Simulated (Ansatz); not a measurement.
**Al2H3: one candidate of a structure search**

Where does this trial cell of Al2H3 go when cell and atoms are let free?

Computed with Ansatz 0.2.0 (DFT PBE, scalar-relativistic, plane waves, PAW, unless a step's input says otherwise).

### Step 1. The structure to begin with

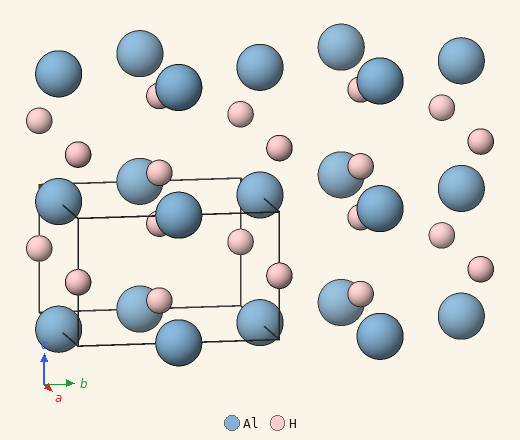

The starting structure, seen slightly off an axis (aluminium light blue, hydrogen pink). 1×2×2 cells are drawn. Atoms on the faces are drawn again on the opposite ones.

As a file:

```xyz
5
Lattice="4.6545 0.0000 0.0000 0.0000 4.6545 0.0000 0.0000 0.0000 2.9402" Properties=species:S:1:pos:R:3 pbc="T T T"
Al    0.0000    2.3272    0.0000
Al    2.3272    0.0000    0.0000
H     2.3272    2.3272    0.5846
H     2.3272    2.3272    2.3555
H     0.0000    0.0000    1.4701
```

The cell is invented: random cell by space group and Wyckoff sites (P4/mmm, No. 123). Lengths come from tabulated atomic sizes and are only a guess.

### Step 2. A first look at the guess

input.yaml

```yaml
crystal:
  lattice:
    - [4.65447245, 0.0, 0.0]
    - [0.0, 4.65447245, 0.0]
    - [0.0, 0.0, 2.9401814]
  atoms:
    - { symbol: Al, position: [0.0, 0.5, 0.0] }
    - { symbol: Al, position: [0.5, 0.0, 0.0] }
    - { symbol: H, position: [0.5, 0.5, 0.19884485] }
    - { symbol: H, position: [0.5, 0.5, 0.80115515] }
    - { symbol: H, position: [0.0, 0.0, 0.5] }
basis:
  ecutwfc: 420
kpoints:
  mp_grid: { grid: [4, 4, 6] }
hamiltonian:
  xc: pbe
scf:
  occupations: { method: gaussian, width: 0.1 }
  lower_state_search: "off"
output:
  forces: true
  stress: true
  eigenvalues: true
```

Run with:

```console
$ ansatz run input.yaml --threads 1 --pin off --max-ram 2560MiB --backend cpu --events-out ev --progress --plain --runs-dir out
```

Output, shortened:

```text
[...]
SCF converged after 6 iterations
Free energy (F): -1118.607474 eV
[...]
E sigma→0 (E₀):  -1118.605174 eV
Entropy (-TS):   -0.004599 eV (-0.920 meV/atom)
Fermi energy:    3.383817 eV
[...]
--- Forces (eV/Å), atoms counted from 1 ---
  atom   1  Al     0.00000000     0.00000000     0.00000000
  atom   2  Al    -0.00000000    -0.00000000    -0.00000000
  atom   3  H      0.00000000     0.00000000    -0.23929824
  atom   4  H     -0.00000000     0.00000000     0.23929824
  atom   5  H      0.00000000     0.00000000     0.00000000
[...]
--- Stress (GPa, compression-positive) ---
       -9.358219      -0.000000       0.000000
       -0.000000      -9.358219       0.000000
        0.000000       0.000000     -10.718195
  P = ⅓ Tr σ = -9.8115 GPa (-98.115 kbar)
--- Band table (eV; the first three rows and the last of 24) ---
  k-point 0: bands = ["-6.5544", "-1.6700", "0.5069", "1.9639", "1.9639", "4.5065", "7.7253", "7.7253", "8.8061", "9.2816"]
[...]
```

Run time: 0.95 s. Hardware: 1 thread of Intel Xeon 6975P-C (Granite Rapids), shared host; peak memory 0.33 GiB.

From the probe: pressure -9.8 GPa, largest force 0.24 eV/Å, gap on this mesh none (metal). A guess like this is first relaxed loosely on the coarse mesh.

### Step 3. A loose first relaxation

input.yaml: that of step 2 with these lines changed.

```diff
@@ -24 +24,6 @@
   eigenvalues: true
+relax:
+  adjacent_minimum: "off"
+  f_tol: 0.04
+  max_steps: 70
+  cell: { stress_tol: 0.4 }
```

Run with:

```console
$ ansatz run input.yaml --threads 1 --pin off --max-ram 2560MiB --backend cpu --events-out ev --progress --plain --runs-dir out
```

Output:

```text
Warning: RAYON_NUM_THREADS=1 ignored (pool sized by the plan → 1); use --threads N
Engine: ansatz 0.2.0, x86_64-unknown-linux-gnu
Pseudopotentials: kind: paw
Pseudopotential: Al, paw, valence charge 3, recommended cutoff 420 eV (normal), Al.paw.azcp
Pseudopotential: H, paw, valence charge 1, recommended cutoff 420 eV (normal), H.paw.azcp
Functional definition: PBE
  parameter kappa = 0.804
  parameter beta = 0.06672455060314922
  exchange = pbe_x(kappa = kappa, mu = beta*pi^2/3)
  correlation = pbe_c(beta = beta)
Crystal: 5 atoms, lattice volume = 63.696 Å³
Basis set: ecut = 420 eV, 1241 PW (Γ), exchange–correlation on 64×64×40 points (8 copies of the dense FFT grid, shifted against one another)
Bands: 10, of which v1, the nominal top of the filled ones, is band 5 counted from 1 (4 counted from 0)
Symmetry: 16 space group operations
Space group: P4/mmm (ITA 123), of the structure as read, at distance tolerance 4.0e-5 Å
k-points: 24 of 96
Non-local potential: Al, projectors of the file, l = 0: 2, l = 1: 2, l = 2: 1
Non-local potential: H, projectors of the file, l = 0: 2, l = 1: 1
PAW form: soft (Blöchl's): semilocal exchange-correlation on the pseudo side does not see the compensation charge
PAW one-centre angular grid: Al, 110 points (default); XC on 64 Gauss nodes
PAW one-centre angular grid: H, 110 points (default); XC on 64 Gauss nodes
Initial density: superposition of atomic densities (neutral atoms: chi_scale 0, normalization atom), corrected by the library's trained network
Initial wavefunctions: pseudopotential atomic-orbital guess
Functional: x = pbe(κ = 0.804, μ = 0.2195149727645171), c = pbe(β = 0.06672455060314922)
SCF iter   1: F=—  HF=-1118.618187 eV  |F-HF|=—  |Δ(HF+E_count)|=         —  Δρ=5.47e-3  dr2=4.12e-2  ethr=1.77e-3  ⟨swp⟩=5.6  Hψ=1709  notcnv=0
preconditioner: auto → none  [insulator: Δε(μ)=0.176 eV  Ē_g=7.594 eV  σ=0.100 eV  W_gap=0.78  n_scr=8 (ndim 8)  ℏωp=14.0 eV  f_vac=0.000  D(μ)=0.59/eV (n_scr^D=0)  ε∞_Penn≈4.4]
SCF iter   2: F=—  HF=-1118.609071 eV  |F-HF|=—  |Δ(HF+E_count)|=   9.12e-3  Δρ=2.69e-3  dr2=7.92e-3  ethr=4.57e-4  ⟨swp⟩=1.0  Hψ=433  notcnv=0
SCF iter   3: F=—  HF=-1118.607460 eV  |F-HF|=—  |Δ(HF+E_count)|=   1.61e-3  Δρ=1.22e-3  dr2=1.00e-3  ethr=8.80e-5  ⟨swp⟩=1.6  Hψ=257  notcnv=0
SCF iter   4: F=—  HF=-1118.607383 eV  |F-HF|=—  |Δ(HF+E_count)|=   7.69e-5  Δρ=2.84e-4  dr2=9.10e-5  ethr=1.12e-5  ⟨swp⟩=2.0  Hψ=289  notcnv=0
SCF iter   5: F=—  HF=-1118.607473 eV  |F-HF|=—  |Δ(HF+E_count)|=   9.03e-5  Δρ=2.59e-5  dr2=2.85e-7  ethr=1.01e-6  ⟨swp⟩=2.0  Hψ=284  notcnv=0
SCF iter   6: F=-1118.607474 eV  HF=-1118.607474 eV  |F-HF|=2.03e-9  |Δ(HF+E_count)|=   2.12e-7  Δρ=2.43e-6  dr2=1.54e-9  ethr=1.11e-9  ⟨swp⟩=7.0  Hψ=1320  notcnv=0
SCF 1 converged in 6 iterations: F = -1118.607474 eV  dr2 = 1.54e-9
relax step   1: F+E_penalty+E_count = -1118.60747360 eV  Δ(F+E_penalty+E_count) = +0.000e0 eV  max|allowed force component| = 2.393e-1 eV/Å  Δτ_max = 0.0000 Å  P = -9.812 GPa  Ω = 63.696 Å³  (6 SCF iters, dr2 threshold 1.00e-7 eV, accepted)
Crystal: 5 atoms, lattice volume = 55.112 Å³
Basis set: ecut = 420 eV, 1081 PW (Γ), exchange–correlation on 64×64×40 points (8 copies of the dense FFT grid, shifted against one another)
Initial density: handed on by an earlier stage of this run
Initial wavefunctions: those handed on with the density
iter 1 solved again at ethr=1.23e-4 eV; its pass at ethr=3.10e-3 eV (dr2=1.11e-2 eV) is discarded
SCF iter   1: F=—  HF=-1119.067889 eV  |F-HF|=—  |Δ(HF+E_count)|=         —  Δρ=4.45e-3  dr2=1.04e-2  ethr=1.23e-4  ⟨swp⟩=1.0  Hψ=2017  notcnv=0
preconditioner: auto → none  [insulator: Δε(μ)=0.208 eV  Ē_g=8.395 eV  σ=0.100 eV  W_gap=0.55  n_scr=8 (ndim 8)  ℏωp=15.0 eV  f_vac=0.000  D(μ)=1.62/eV (n_scr^D=10)  ε∞_Penn≈4.2]
SCF iter   2: F=—  HF=-1119.064481 eV  |F-HF|=—  |Δ(HF+E_count)|=   3.41e-3  Δρ=1.82e-3  dr2=2.02e-3  ethr=1.16e-4  ⟨swp⟩=1.5  Hψ=285  notcnv=0
SCF iter   3: F=—  HF=-1119.064026 eV  |F-HF|=—  |Δ(HF+E_count)|=   4.55e-4  Δρ=9.31e-4  dr2=1.02e-3  ethr=2.25e-5  ⟨swp⟩=2.2  Hψ=314  notcnv=0
SCF iter   4: F=—  HF=-1119.063731 eV  |F-HF|=—  |Δ(HF+E_count)|=   2.96e-4  Δρ=9.45e-5  dr2=6.25e-6  ethr=1.13e-5  ⟨swp⟩=1.9  Hψ=296  notcnv=0
SCF iter   5: F=—  HF=-1119.063791 eV  |F-HF|=—  |Δ(HF+E_count)|=   6.07e-5  Δρ=3.35e-5  dr2=5.38e-7  ethr=6.94e-8  ⟨swp⟩=2.1  Hψ=333  notcnv=0
SCF iter   6: F=-1119.063791 eV  HF=-1119.063791 eV  |F-HF|=2.27e-10  |Δ(HF+E_count)|=   1.01e-7  Δρ=3.36e-6  dr2=3.54e-9  ethr=5.56e-9  ⟨swp⟩=4.8  Hψ=1128  notcnv=0
SCF 2 converged in 6 iterations: F = -1119.063791 eV  dr2 = 3.54e-9
relax step   2: F+E_penalty+E_count = -1119.06379114 eV  Δ(F+E_penalty+E_count) = -4.563e-1 eV  max|allowed force component| = 2.982e-2 eV/Å  Δτ_max = 0.0120 Å  P = -6.539 GPa  Ω = 55.112 Å³  energy of the carried Pulay correction = +5.287e-3 eV  (6 SCF iters, dr2 threshold 5.00e-7 eV, accepted)
Crystal: 5 atoms, lattice volume = 48.130 Å³
Basis set: ecut = 420 eV, 933 PW (Γ), exchange–correlation on 64×64×40 points (8 copies of the dense FFT grid, shifted against one another)
iter 1 solved again at ethr=1.48e-4 eV; its pass at ethr=3.10e-3 eV (dr2=1.33e-2 eV) is discarded
SCF iter   1: F=—  HF=-1119.271243 eV  |F-HF|=—  |Δ(HF+E_count)|=         —  Δρ=3.72e-3  dr2=1.29e-2  ethr=1.48e-4  ⟨swp⟩=1.0  Hψ=1987  notcnv=0
preconditioner: auto → none  [insulator: Δε(μ)=0.123 eV  Ē_g=9.156 eV  σ=0.100 eV  W_gap=0.59  n_scr=4 (ndim 8)  ℏωp=16.1 eV  f_vac=0.000  D(μ)=0.82/eV (n_scr^D=4)  ε∞_Penn≈4.1]
SCF iter   2: F=—  HF=-1119.266635 eV  |F-HF|=—  |Δ(HF+E_count)|=   4.61e-3  Δρ=1.68e-3  dr2=1.97e-3  ethr=1.43e-4  ⟨swp⟩=2.2  Hψ=316  notcnv=0
SCF iter   3: F=—  HF=-1119.265872 eV  |F-HF|=—  |Δ(HF+E_count)|=   7.63e-4  Δρ=7.31e-4  dr2=2.98e-4  ethr=2.19e-5  ⟨swp⟩=1.8  Hψ=294  notcnv=0
SCF iter   4: F=—  HF=-1119.265688 eV  |F-HF|=—  |Δ(HF+E_count)|=   1.84e-4  Δρ=3.34e-4  dr2=6.38e-5  ethr=3.31e-6  ⟨swp⟩=1.0  Hψ=258  notcnv=0
SCF iter   5: F=—  HF=-1119.265651 eV  |F-HF|=—  |Δ(HF+E_count)|=   3.75e-5  Δρ=7.32e-5  dr2=2.74e-6  ethr=7.09e-7  ⟨swp⟩=1.1  Hψ=251  notcnv=0
SCF iter   6: F=-1119.265649 eV  HF=-1119.265649 eV  |F-HF|=1.73e-8  |Δ(HF+E_count)|=   1.55e-6  Δρ=8.18e-6  dr2=2.68e-8  ethr=5.56e-9  ⟨swp⟩=5.4  Hψ=1189  notcnv=0
SCF 3 converged in 6 iterations: F = -1119.265649 eV  dr2 = 2.68e-8
relax step   3: F+E_penalty+E_count = -1119.26564908 eV  Δ(F+E_penalty+E_count) = -2.019e-1 eV  max|allowed force component| = 2.564e-1 eV/Å  Δτ_max = 0.0082 Å  P = -1.392 GPa  Ω = 48.130 Å³  energy of the carried Pulay correction = +1.019e-2 eV  (6 SCF iters, dr2 threshold 5.00e-7 eV, accepted)
[... from here on, the SCF cycles and remarks between the steps are left out ...]
relax step   4: F+E_penalty+E_count = -1119.29679101 eV  Δ(F+E_penalty+E_count) = -3.114e-2 eV  max|allowed force component| = 3.967e-1 eV/Å  Δτ_max = 0.0531 Å  P = +1.718 GPa  Ω = 45.485 Å³  energy of the carried Pulay correction = +1.221e-2 eV  (6 SCF iters, dr2 threshold 5.00e-7 eV, accepted)
relax step   5: F+E_penalty+E_count = -1119.49779574 eV  Δ(F+E_penalty+E_count) = -2.010e-1 eV  max|allowed force component| = 6.265e-1 eV/Å  Δτ_max = 0.1950 Å  P = +4.135 GPa  Ω = 43.631 Å³  energy of the carried Pulay correction = +1.369e-2 eV  (6 SCF iters, dr2 threshold 5.00e-7 eV, accepted)
relax step   6: F+E_penalty+E_count = -1119.39881076 eV  Δ(F+E_penalty+E_count) = +9.898e-2 eV  max|allowed force component| = 2.247e0 eV/Å  Δτ_max = 0.1959 Å  P = +9.927 GPa  Ω = 43.167 Å³  energy of the carried Pulay correction = +1.406e-2 eV  (6 SCF iters, dr2 threshold 5.00e-7 eV, rejected (line search))
relax step   7: F+E_penalty+E_count = -1119.60403364 eV  Δ(F+E_penalty+E_count) = -1.062e-1 eV  max|allowed force component| = 4.517e-1 eV/Å  Δτ_max = 0.0833 Å  P = +1.509 GPa  Ω = 45.856 Å³  energy of the carried Pulay correction = +1.192e-2 eV  (7 SCF iters, accepted)
relax step   8: F+E_penalty+E_count = -1119.61580685 eV  Δ(F+E_penalty+E_count) = -1.177e-2 eV  max|allowed force component| = 7.953e-1 eV/Å  Δτ_max = 0.0975 Å  P = +1.145 GPa  Ω = 48.300 Å³  energy of the carried Pulay correction = +1.006e-2 eV  (6 SCF iters, dr2 threshold 5.00e-7 eV, accepted)
relax step   9: F+E_penalty+E_count = -1119.63512675 eV  Δ(F+E_penalty+E_count) = -1.932e-2 eV  max|allowed force component| = 2.429e-1 eV/Å  Δτ_max = 0.0680 Å  P = -0.640 GPa  Ω = 48.099 Å³  energy of the carried Pulay correction = +1.021e-2 eV  (6 SCF iters, dr2 threshold 5.00e-7 eV, accepted)
relax step  10: F+E_penalty+E_count = -1119.64488518 eV  Δ(F+E_penalty+E_count) = -9.758e-3 eV  max|allowed force component| = 1.478e-2 eV/Å  Δτ_max = 0.0256 Å  P = -0.031 GPa  Ω = 47.962 Å³  energy of the carried Pulay correction = +1.031e-2 eV  (5 SCF iters, dr2 threshold 5.00e-7 eV, accepted)
Basis set: ecut = 420 eV, 933 PW (Γ), exchange–correlation on 60×60×40 points (8 copies of the dense FFT grid, shifted against one another)
Initial wavefunctions: pseudopotential atomic-orbital guess (no wavefunctions were taken with the density)
iter 1 solved again at ethr=9.24e-8 eV; its pass at ethr=3.10e-3 eV (dr2=8.32e-6 eV) is discarded
SCF iter   1: F=—  HF=-1119.639347 eV  |F-HF|=—  |Δ(HF+E_count)|=         —  Δρ=4.36e-4  dr2=9.09e-6  ethr=9.24e-8  ⟨swp⟩=2.9  Hψ=2310  notcnv=0
preconditioner: auto → none  [insulator: Δε(μ)=0.182 eV  Ē_g=9.208 eV  σ=0.100 eV  W_gap=0.78  n_scr=4 (ndim 8)  ℏωp=16.1 eV  f_vac=0.000  D(μ)=1.18/eV (n_scr^D=4)  ε∞_Penn≈4.1]
SCF iter   2: F=—  HF=-1119.639478 eV  |F-HF|=—  |Δ(HF+E_count)|=   1.32e-4  Δρ=2.18e-4  dr2=1.98e-6  ethr=9.24e-8  ⟨swp⟩=2.4  Hψ=319  notcnv=0
SCF iter   3: F=—  HF=-1119.639496 eV  |F-HF|=—  |Δ(HF+E_count)|=   1.72e-5  Δρ=1.80e-5  dr2=3.20e-8  ethr=2.20e-8  ⟨swp⟩=2.2  Hψ=342  notcnv=0
SCF iter   4: F=-1119.639496 eV  HF=-1119.639496 eV  |F-HF|=1.28e-9  |Δ(HF+E_count)|=   1.14e-7  Δρ=2.29e-6  dr2=3.08e-9  ethr=3.56e-11  ⟨swp⟩=4.5  Hψ=813  notcnv=0
SCF 11 converged in 4 iterations: F = -1119.639496 eV  dr2 = 3.08e-9
relax step  11: F+E_penalty+E_count = -1119.63949568 eV  Δ(F+E_penalty+E_count) = +5.389e-3 eV  max|allowed force component| = 9.040e-3 eV/Å  Δτ_max = 0.0000 Å  P = -0.116 GPa  Ω = 47.962 Å³  stress off target by 1.95e-1 GPa  SCF on the basis re-selected at this cell (its energy is not comparable with the rows above)  (4 SCF iters)
basis re-selected at this cell: Δ(F+E_penalty+E_count) = +5.389e-3 eV, ΔP = -0.085 GPa vs the last step (what re-selecting the basis moved, of the pressure what is left beyond the Pulay correction that the steps carried, after the strain that the cell walked since its last selection, with what the two solves' SCF thresholds leave and, on support functions, any second-order correction that the steps lacked; it is no measure of the basis error at this ecutwfc). The dense FFT grid was sized anew with the basis: this SCF ran on 30×30×20 points, the steps before it on 32×32×20, so part of this shift can come from that change (see relax.cell in the input reference). This SCF's stress stands 1.95e-1 GPa from its target on what of the cell is left free (relax.cell.stress_tol is 4.00e-1 GPa) and its largest allowed force component is 9.04e-3 eV/Å (relax.f_tol is 4.00e-2 eV/Å): within both
SCF converged after 4 iterations
Free energy (F): -1119.639496 eV
Harris-Foulkes:  -1119.639496 eV  (|F-HF|=1.28e-9)
Internal energy: -1119.633592 eV  (E = F + TS)
E sigma→0 (E₀):  -1119.636544 eV
Entropy (-TS):   -0.005904 eV (-1.181 meV/atom)
Fermi energy:    5.843428 eV
--- Per-component energies (eV) ---
  E_band       = 7.694438
  E_kinetic    = 80.679559
  E_local      = -14.470982  (includes V_loc(G=0)·N_el)
  E_nonlocal   = 25.807581
  E_hartree    = 7.253988
  E_xc         = -104.347123
  E_vxc        = -90.109087  (∫ρ·V_xc dr)
  E_paw        = -935.683515  (= ΣΔE_a)
  E_vpaw       = -8.717359  (= ΣTr[D̂ρ^β])
  E_aug_tail   = -0.003089  (compensation charges beyond the density's cutoff)
  E_ewald      = -178.870012
  E_smearing   = -0.005904  (= −TS)
  E_closure    = -0.000000  (closes the sum)
  Σ components = -1119.639496   (vs F -1119.639496, Δ=0.00e0)
--- Forces (eV/Å), atoms counted from 1 ---
  atom   1  Al     0.00000000     0.00000000     0.00000000
  atom   2  Al     0.00000000     0.00000000     0.00000000
  atom   3  H     -0.00000000     0.00000000     0.00903976
  atom   4  H      0.00000000    -0.00000000    -0.00903976
  atom   5  H      0.00000000    -0.00000000     0.00000000
  max |Σ_I F_I| component: 1.73e-31 eV/Å
--- Stress (GPa, compression-positive) ---
       -0.194532       0.000000       0.000000
        0.000000      -0.194532       0.000000
        0.000000       0.000000       0.041901
  P = ⅓ Tr σ = -0.1157 GPa (-1.157 kbar)
--- Band table (eV; the first three rows and the last of 24) ---
  k-point 0: bands = ["-6.2722", "-0.4393", "3.5374", "3.7506", "3.7506", "7.9316", "11.3593", "11.3593", "11.9786", "12.2968"]
  k-point 1: bands = ["-5.7423", "0.0267", "4.0605", "4.2586", "4.2586", "6.8205", "8.9836", "11.8452", "11.8452", "12.4705"]
  k-point 2: bands = ["-4.1916", "1.1926", "2.6814", "5.5415", "5.7608", "5.7608", "9.3047", "9.7129", "12.2567", "12.2567"]
  k-point 23: bands = ["-1.2821", "1.9753", "2.4425", "4.1271", "4.1271", "4.5735", "4.5735", "4.9638", "15.6364", "17.1643"]
--- Relaxed structure (10 steps of the walk, 9 accepted, 1 SCFs on fresh bases) ---
  F+E_penalty+E_count = -1119.63949568 eV   max|allowed force component| = 9.040e-3 eV/Å   (the final SCF, on the basis selected at the relaxed cell)
  cell:  # Å, volume = 47.9620 Å³
    - [4.189269843070472, -9.870986183969744e-33, -5.97625242586178e-33]
    - [-6.279623649812693e-33, 4.189269843070472, 1.178415831520282e-33]
    - [-4.200502397369756e-33, 7.443929138094838e-34, 2.7328796156731325]
  atoms:
    - { symbol: Al, position: [2.992265425168833e-34, 0.5, 2.227128506736556e-34] }
    - { symbol: Al, position: [0.5, -2.652357259302257e-34, -8.843010247336314e-35] }
    - { symbol: H, position: [0.5, 0.5, 0.32900204487139384] }
    - { symbol: H, position: [0.5, 0.5, 0.6709979551286059] }
    - { symbol: H, position: [2.1248074288314123e-35, 1.3753352683254098e-34, 0.4999999999999999] }
```

Run time: 10 s. Hardware: 1 thread of Intel Xeon 6975P-C (Granite Rapids), shared host; peak memory 0.34 GiB.

Relaxation path:

| step | energy from step 1 (eV/cell) | largest force component (eV/Å) | pressure (GPa) | volume (Å³) |
| --- | --- | --- | --- | --- |
| 1 | 0.0000 | 0.2393 | -9.81 | 63.70 |
| 2 | -0.4563 | 0.0298 | -6.54 | 55.11 |
| 3 | -0.6582 | 0.2564 | -1.39 | 48.13 |
| 4 | -0.6893 | 0.3967 | 1.72 | 45.48 |
| 5 | -0.8903 | 0.6265 | 4.13 | 43.63 |
| 6 | -0.7913 | 2.2472 | 9.93 | 43.17 |
| 7 | -0.9966 | 0.4517 | 1.51 | 45.86 |
| 8 | -1.0083 | 0.7953 | 1.15 | 48.30 |
| 9 | -1.0277 | 0.2429 | -0.64 | 48.10 |
| 10 | -1.0374 | 0.0148 | -0.03 | 47.96 |
| 11 | -1.0320 | 0.0090 | -0.12 | 47.96 |

Step 1 is the start. Step 11 repeats the geometry before it on a plane-wave basis chosen anew for that cell, so its energy need not be comparable with the rows above. Step 6 was tried and not accepted.

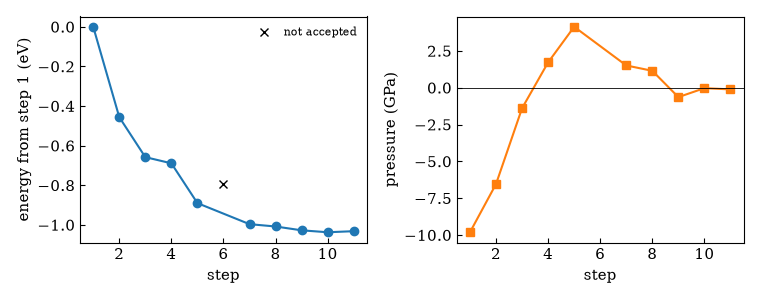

Energy and pressure along the relaxation.

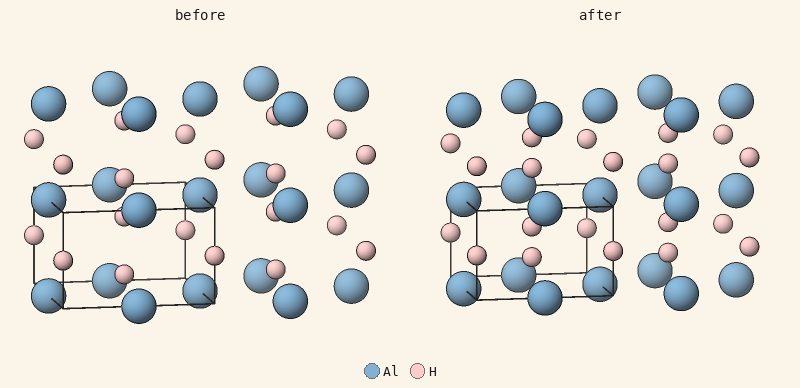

The structure before (left) and after (right) the relaxation, drawn at the same scale.

|  | before | after | change |
| --- | --- | --- | --- |
| a (Å) | 4.654 | 4.189 | -10.0 % |
| b (Å) | 4.654 | 4.189 | -10.0 % |
| c (Å) | 2.940 | 2.733 | -7.1 % |
| volume (Å³/atom) | 12.74 | 9.59 | -24.7 % |
| shortest distance (Å) | 1.169 | 0.935 | -20.1 % |
| space group (0.01 Å) | P4/mmm | P4/mmm | same |

Forces and stress were held to the start's 16 operations: a distortion of lower symmetry was not tested.

[end of part 1 of 2]
